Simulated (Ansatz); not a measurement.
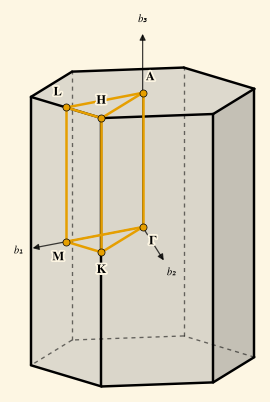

The figure shows the first Brillouin zone with its special points and a band path. Crystal: Rh, the end point of a relaxation with DFT, LDA (PW92), plane waves (420 eV) with PAW, scalar-relativistic (Ansatz 0.2.0); the starting structure was generated, so it need not be a known form of this composition. Symmetry computed with spglib at a tolerance of 0.002 Å; standard conventional cell.

Labels and path follow the convention of Hinuma et al. (2017), as computed by seekpath; the arrows show the directions of the reciprocal primitive vectors b₁, b₂, b₃.

### What lattice type do the shape and the labels point to?

A primitive hexagonal lattice (hP; extended symbol hP2). The zone is a hexagonal prism in its combinatorial type: 8 faces (6 with 4 edges, 2 with 6 edges), 18 edges, 12 vertices.

### Write the standard path through the labelled points.

Γ–M–K–Γ–A–L–H–A | L–M | H–K
